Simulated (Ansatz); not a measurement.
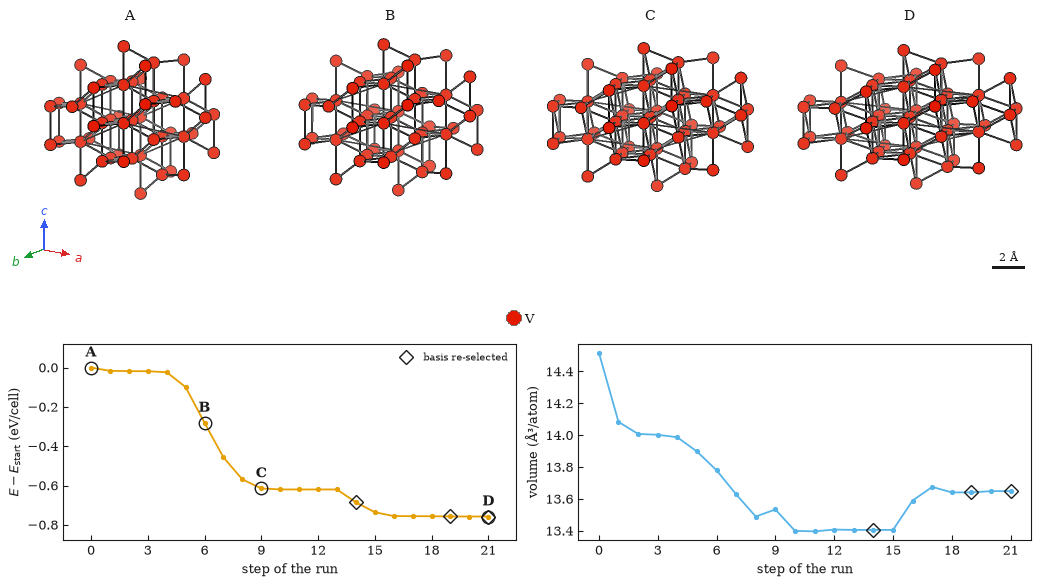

Frames of a relaxation of solid V (a generated structure, set up in I4_1/amd), marked on the history of the run. Style: ball-and-stick. Shown: the conventional cell (2 times the calculation's cell), from a free direction. Lengths and directions refer to the drawn axes.

Phase: beta-Sn type.

Computed with DFT, PBE, plane waves (420 eV) with PAW, scalar-relativistic (Ansatz). Settings: plane-wave cutoff 420 eV; k-point mesh 14 × 14 × 9; occupations fermi dirac; smearing width 0.1 eV; no spin polarisation; cell and atoms relaxed; force threshold 0.01 eV/Å; at most 60 steps.

Describe the path.

Answer. No atom moves by more than 0.005 Å relative to the cell. The volume changes by −6.0 %, with a = b 4.738 → 5.112 Å (+7.9 %), c 2.587 → 2.455 Å (−5.1 %), γ 90.0° → 121.7°. Some distances before and after: V–V 3.591 → 2.776 Å, V–V 2.456 → 2.628 Å, V–V 2.587 → 2.455 Å. New bonds form: V–V (3.59 → 2.78 Å). Bond angles that change, for instance: V–V–V 94.0° → 63.8°, V–V–V 94.0° → 123.4°, V–V–V 149.5° → 153.0°. The space group (tolerance 0.01 Å) goes from I4_1/amd (No. 141) to Fddd (No. 70). The energy falls by 0.758 eV per cell of the calculation in 18 accepted moves (21 points after the start). The largest force component goes from 0.00036 to 0.00017 eV/Å. The pressure goes from −4.94 to 0.02 GPa. At 3 points the geometry stayed and the basis and grid were re-selected for the new cell (energy shift of 65.3 meV per cell of the calculation at most each time). From step 0 to 6: volume −5.1 %, energy −0.281 eV per cell of the calculation. From step 6 to 9: volume −1.8 %, energy −0.334 eV per cell of the calculation. From step 9 to 21: volume +0.8 %, energy −0.143 eV per cell of the calculation.
